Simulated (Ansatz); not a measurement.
# Geometry relaxation of Al3GaN4 (part 2 of 2)

Al3GaN4 (P-43m, 8 atoms in the cell); DFT LDA, scalar-relativistic, plane waves, PAW, no spin polarisation (Ansatz 0.2.0); cutoff 420 eV, 6×6×6 k-mesh, Gaussian smearing of 0.02 eV. The structure derives from a Materials Project entry.

Geometry of the input (Å; fractional positions):
```
4.4014  0.0000  0.0000
0.0000  4.4014  0.0000
0.0000  0.0000  4.4014
Al 0.5000  0.5000  0.0000
Al 0.5000  0.0000  0.5000
Al 0.0000  0.5000  0.5000
Ga 0.0000  0.0000  0.0000
N  0.7442  0.7442  0.2558
N  0.7442  0.2558  0.7442
N  0.2558  0.7442  0.7442
N  0.2558  0.2558  0.2558
```

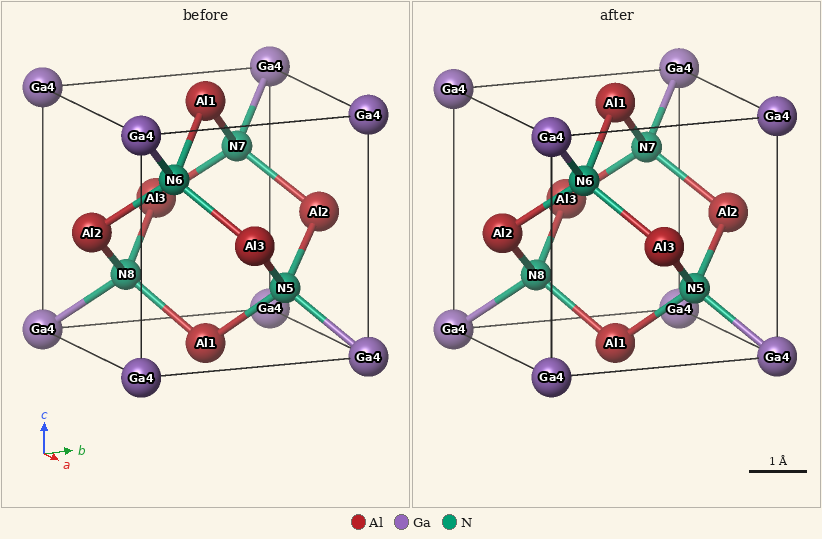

Before (left) and after (right) the relaxation, at one scale (ball-and-stick view of the cell of the calculation, seen slightly off an axis). The largest moves relative to the cell, 0.006 Å, are those of N5, N6, N7 and N8. Al and Ga stay in place. The drawn cell changes as follows: a = b = c 4.401 → 4.370 Å (−0.7 %); the volume changes by −2.1 %. Distances before and after: Ga4–N5 1.950 → 1.931 Å, Al1–N5 1.892 → 1.880 Å. The space group stays P-43m (No. 215). After 4 geometry steps the energy has fallen by 3.2 meV per atom. The largest force component goes from 0.08 to under 0.0001 eV/Å. The pressure goes from −4.27 to 0.00 GPa. The basis was re-selected once at an unchanged geometry, which shifts the energy a little without any move. The energy change given includes the shifts at the re-selections in mid-walk, which come without any move. A last SCF at the same geometry on a re-selected plane-wave basis shifts the energy by +0.0 meV per atom. (Atoms are counted from 1 in the order of the input.)

```
basis re-selected at this cell: Δ(F+E_penalty+E_count) = +4.092e-5 eV, ΔP = -0.002 GPa vs the last step (what re-selecting the basis moved, of the pressure what is left beyond the Pulay correction that the steps carried, after the strain that the cell walked since its last selection, with what the two solves' SCF thresholds leave and, on support functions, any second-order correction that the steps lacked; it is no measure of the basis error at this ecutwfc). This SCF's stress stands 3.30e-3 GPa from its target on what of the cell is left free (relax.cell.stress_tol is 5.00e-2 GPa) and its largest allowed force component is 3.43e-5 eV/Å (relax.f_tol is 5.00e-3 eV/Å): within both
SCF converged after 5 iterations
Free energy (F): -6751.517032 eV
Harris-Foulkes:  -6751.517032 eV  (|F-HF|=9.09e-13)
Internal energy: -6751.517032 eV  (E = F + TS)
E sigma→0 (E₀):  -6751.517032 eV
Fermi energy:    9.291901 eV
--- Per-component energies (eV) ---
  E_band       = 23.914200
  E_kinetic    = 726.639340
  E_local      = -3055.896680  (includes V_loc(G=0)·N_el)
  E_nonlocal   = 650.763157
  E_hartree    = 1337.794796
  E_xc         = -430.510156
  E_vxc        = -458.067145  (∫ρ·V_xc dr)
  E_paw        = -3721.353149  (= ΣΔE_a)
  E_vpaw       = -515.114180  (= ΣTr[D̂ρ^β])
  E_aug_tail   = 0.000145  (compensation charges beyond the density's cutoff)
  E_ewald      = -2261.170291
  E_core_change = 2.215806  (= ΣΔE_core)
  E_smearing   = -0.000000  (= −TS)
  E_closure    = 0.000000  (closes the sum)
  Σ components = -6751.517032   (vs F -6751.517032, Δ=0.00e0)
--- Forces (eV/Å), atoms counted from 1 ---
  atom   1  Al    -0.00000000     0.00000000     0.00000000
  atom   2  Al    -0.00000000    -0.00000000     0.00000000
  atom   3  Al     0.00000000     0.00000000     0.00000000
  atom   4  Ga    -0.00000000     0.00000000     0.00000000
  atom   5  N      0.00003425     0.00003425    -0.00003425
  atom   6  N      0.00003425    -0.00003425     0.00003425
  atom   7  N     -0.00003425     0.00003425     0.00003425
  atom   8  N     -0.00003425    -0.00003425    -0.00003425
  max |Σ_I F_I| component: 2.08e-17 eV/Å
--- Stress (GPa, compression-positive) ---
       -0.003297      -0.000000      -0.000000
       -0.000000      -0.003297       0.000000
        0.000000       0.000000      -0.003297
  P = ⅓ Tr σ = -0.0033 GPa (-0.033 kbar)
--- Band table (eV; the first three rows and the last of 20) ---
  k-point 0: bands = ["-7.5838", "-5.8916", "-5.8916", "-5.8916", "-5.1891", "-5.1891", "-4.0089", "-4.0089", "-4.0089", "1.7003", "2.6546", "2.6546", "5.5501", "5.5501", "5.5501", "5.5896", "5.5896", "5.5896", "7.6014", "7.6014", "7.6014", "10.9822", "10.9822", "10.9822", "11.3164", "14.6036", "16.2409", "16.2409", "19.5589"]
  k-point 1: bands = ["-7.4515", "-5.9340", "-5.8995", "-5.8995", "-5.1876", "-5.1839", "-4.2626", "-3.9798", "-3.9798", "1.9360", "2.7886", "2.9036", "5.2107", "5.2807", "5.2807", "5.3248", "5.6862", "5.6862", "7.0134", "7.4522", "7.4522", "11.3233", "11.5862", "11.5862", "11.9900", "15.0112", "16.5273", "16.6956", "19.0850"]
  k-point 2: bands = ["-7.0824", "-6.1170", "-5.9150", "-5.9150", "-5.1845", "-5.1688", "-4.7454", "-3.9212", "-3.9212", "2.4714", "3.1630", "3.5835", "4.4657", "4.7080", "4.8085", "4.8085", "5.8872", "6.0029", "6.0029", "7.0479", "7.0479", "12.3190", "12.9065", "12.9065", "13.0759", "15.8065", "17.2817", "17.8059", "18.2462"]
  k-point 19: bands = ["-6.2133", "-6.2133", "-6.2133", "-5.5338", "-5.1483", "-5.1483", "-4.3175", "-4.3175", "-4.3175", "0.8340", "1.4954", "1.4954", "1.4954", "6.8633", "6.8633", "6.8633", "7.0043", "7.0043", "7.2114", "7.2114", "7.2114", "13.2489", "14.7177", "14.7177", "14.7177", "17.0913", "17.3432", "17.3432", "17.3432"]
--- Relaxed structure (5 steps of the walk, 5 accepted, 2 SCFs on fresh bases) ---
  F+E_penalty+E_count = -6751.51703156 eV   max|allowed force component| = 3.425e-5 eV/Å   (the final SCF, on the basis selected at the relaxed cell)
  cell:  # Å, volume = 83.4663 Å³
    - [4.370224047549806, 6.419766481290787e-35, -6.419708432187045e-35]
    - [3.2098832406453924e-35, 4.370224047549806, -1.7975340342703826e-33]
    - [-1.091359721328396e-33, -1.7975340342703826e-33, 4.370224047549806]
  atoms:
    - { symbol: Al, position: [0.5, 0.5, 1.2893786219942559e-20] }
    - { symbol: Al, position: [0.5, -2.0014235326478035e-20, 0.5] }
    - { symbol: Al, position: [-1.4433342783518201e-21, 0.5, 0.5] }
    - { symbol: Ga, position: [-1.4433342783518062e-21, -2.0014235326477996e-20, 1.2893786219942541e-20] }
    - { symbol: N, position: [0.744894540024209, 0.744894540024209, 0.2551054599757909] }
    - { symbol: N, position: [0.744894540024209, 0.2551054599757909, 0.744894540024209] }
    - { symbol: N, position: [0.2551054599757909, 0.744894540024209, 0.744894540024209] }
    - { symbol: N, position: [0.2551054599757909, 0.2551054599757909, 0.2551054599757909] }
```

Trajectory as extended XYZ (Å, eV, eV/Å), 7 frames, from step=1 to step=7
```
8
Lattice="4.4014 0.0000 0.0000 0.0000 4.4014 0.0000 0.0000 0.0000 4.4014" Properties=species:S:1:pos:R:3:forces:R:3 step=1 energy=-6751.49138 pressure_GPa=-4.27
Al    2.2007    2.2007    0.0000    0.0000   0.0000   0.0000
Al    2.2007    0.0000    2.2007    0.0000   0.0000   0.0000
Al    0.0000    2.2007    2.2007    0.0000   0.0000   0.0000
Ga    0.0000    0.0000    0.0000    0.0000   0.0000   0.0000
N     3.2754    3.2754    1.1260    0.0798   0.0798  -0.0798
N     3.2754    1.1260    3.2754    0.0798  -0.0798   0.0798
N     1.1260    3.2754    3.2754   -0.0798   0.0798   0.0798
N     1.1260    1.1260    1.1260   -0.0798  -0.0798  -0.0798
8
Lattice="4.3847 0.0000 0.0000 0.0000 4.3847 0.0000 0.0000 0.0000 4.3847" Properties=species:S:1:pos:R:3:forces:R:3 step=2 energy=-6751.51570 pressure_GPa=-1.96
Al    2.1923    2.1923    0.0000    0.0000   0.0000   0.0000
Al    2.1923    0.0000    2.1923    0.0000   0.0000   0.0000
Al    0.0000    2.1923    2.1923    0.0000   0.0000   0.0000
Ga    0.0000    0.0000    0.0000    0.0000   0.0000   0.0000
N     3.2650    3.2650    1.1196    0.0283   0.0283  -0.0283
N     3.2650    1.1196    3.2650    0.0283  -0.0283   0.0283
N     1.1196    3.2650    3.2650   -0.0283   0.0283   0.0283
N     1.1196    1.1196    1.1196   -0.0283  -0.0283  -0.0283
8
Lattice="4.3707 0.0000 0.0000 0.0000 4.3707 0.0000 0.0000 0.0000 4.3707" Properties=species:S:1:pos:R:3:forces:R:3 step=3 energy=-6751.52404 pressure_GPa=0.05
Al    2.1854    2.1854    0.0000    0.0000   0.0000   0.0000
Al    2.1854    0.0000    2.1854    0.0000   0.0000   0.0000
Al    0.0000    2.1854    2.1854    0.0000   0.0000   0.0000
Ga    0.0000    0.0000    0.0000    0.0000   0.0000   0.0000
N     3.2559    3.2559    1.1148   -0.0037  -0.0037   0.0037
N     3.2559    1.1148    3.2559   -0.0037   0.0037  -0.0037
N     1.1148    3.2559    3.2559    0.0037  -0.0037  -0.0037
N     1.1148    1.1148    1.1148    0.0037   0.0037   0.0037
8
Lattice="4.3711 0.0000 0.0000 0.0000 4.3711 0.0000 0.0000 0.0000 4.3711" Properties=species:S:1:pos:R:3:forces:R:3 step=4 energy=-6751.52396 pressure_GPa=-0.00
Al    2.1855    2.1855    0.0000    0.0000   0.0000   0.0000
Al    2.1855    0.0000    2.1855    0.0000   0.0000   0.0000
Al    0.0000    2.1855    2.1855    0.0000   0.0000   0.0000
Ga    0.0000    0.0000    0.0000    0.0000   0.0000   0.0000
N     3.2560    3.2560    1.1151   -0.0004  -0.0004   0.0004
N     3.2560    1.1151    3.2560   -0.0004   0.0004  -0.0004
N     1.1151    3.2560    3.2560    0.0004  -0.0004  -0.0004
N     1.1151    1.1151    1.1151    0.0004   0.0004   0.0004
8
Lattice="4.3711 0.0000 0.0000 0.0000 4.3711 0.0000 0.0000 0.0000 4.3711" Properties=species:S:1:pos:R:3:forces:R:3 step=5 energy=-6751.51684 pressure_GPa=-0.13
Al    2.1855    2.1855    0.0000    0.0000   0.0000   0.0000
Al    2.1855    0.0000    2.1855    0.0000   0.0000   0.0000
Al    0.0000    2.1855    2.1855    0.0000   0.0000   0.0000
Ga    0.0000    0.0000    0.0000    0.0000   0.0000   0.0000
N     3.2560    3.2560    1.1151   -0.0006  -0.0006   0.0006
N     3.2560    1.1151    3.2560   -0.0006   0.0006  -0.0006
N     1.1151    3.2560    3.2560    0.0006  -0.0006  -0.0006
N     1.1151    1.1151    1.1151    0.0006   0.0006   0.0006
8
Lattice="4.3702 0.0000 0.0000 0.0000 4.3702 0.0000 0.0000 0.0000 4.3702" Properties=species:S:1:pos:R:3:forces:R:3 step=6 energy=-6751.51707 pressure_GPa=-0.00
Al    2.1851    2.1851    0.0000    0.0000   0.0000   0.0000
Al    2.1851    0.0000    2.1851    0.0000   0.0000   0.0000
Al    0.0000    2.1851    2.1851    0.0000   0.0000   0.0000
Ga    0.0000    0.0000    0.0000    0.0000   0.0000   0.0000
N     3.2554    3.2554    1.1149    0.0000   0.0000   0.0000
N     3.2554    1.1149    3.2554    0.0000   0.0000   0.0000
N     1.1149    3.2554    3.2554    0.0000   0.0000   0.0000
N     1.1149    1.1149    1.1149    0.0000   0.0000   0.0000
8
Lattice="4.3702 0.0000 0.0000 0.0000 4.3702 0.0000 0.0000 0.0000 4.3702" Properties=species:S:1:pos:R:3:forces:R:3 step=7 energy=-6751.51703 pressure_GPa=-0.00
Al    2.1851    2.1851    0.0000    0.0000   0.0000   0.0000
Al    2.1851    0.0000    2.1851    0.0000   0.0000   0.0000
Al    0.0000    2.1851    2.1851    0.0000   0.0000   0.0000
Ga    0.0000    0.0000    0.0000    0.0000   0.0000   0.0000
N     3.2554    3.2554    1.1149    0.0000   0.0000   0.0000
N     3.2554    1.1149    3.2554    0.0000   0.0000   0.0000
N     1.1149    3.2554    3.2554    0.0000   0.0000   0.0000
N     1.1149    1.1149    1.1149    0.0000   0.0000   0.0000
```

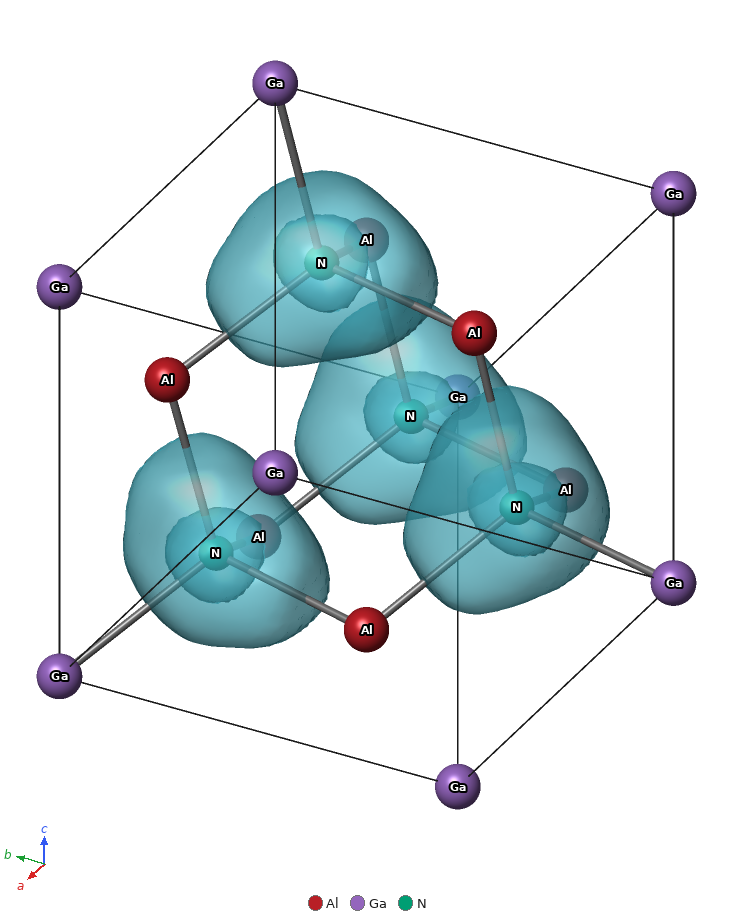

Isosurface of the electron localisation function at 0.7 (cyan), seen at an oblique angle. Only the valence region is drawn (cores and ρ < 0.01 e/Å³ removed). Sticks mark near contacts. The outline is the cell set on symmetry axes. Along the contacts the grid gives the following. Ga–N (1.93 Å): the ELF is about 0.45 at the midpoint. Core electrons are frozen (PAW), so the fields are smoothed inside the atomic spheres.

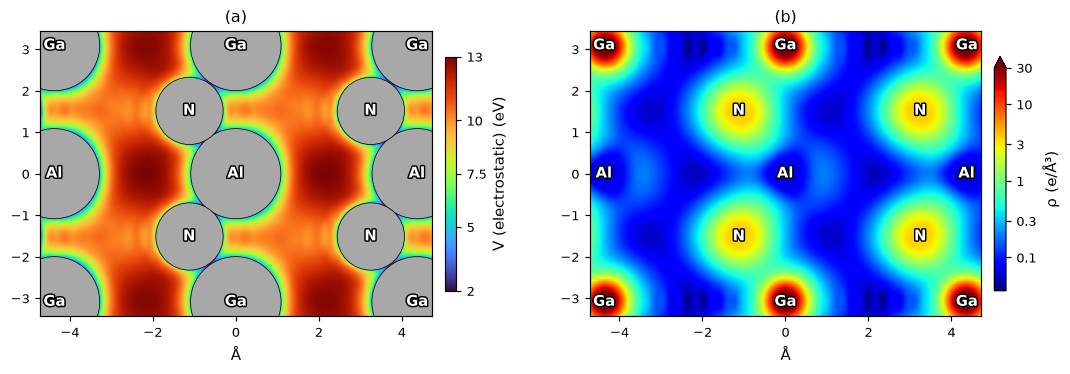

(a) electrostatic potential energy of an electron; (b) valence charge density (pseudo) on the (101) plane of the conventional cell. Grey discs, where drawn, cover atomic cores. The section cuts through Al, Ga and N sites. Al–N (1.88 Å): the density is about 0.7 e/Å³ at the midpoint. Ga–N (1.93 Å): the density is about 0.76 e/Å³ at the midpoint. Away from the nuclei the density in this plane falls to 0.04 e/Å³ at its lowest. Outside the cores the potential energy rises away from the atoms and is highest about 1.8 Å from the nearest atoms; outside the discs it spans about 10 eV, and its zero is arbitrary.
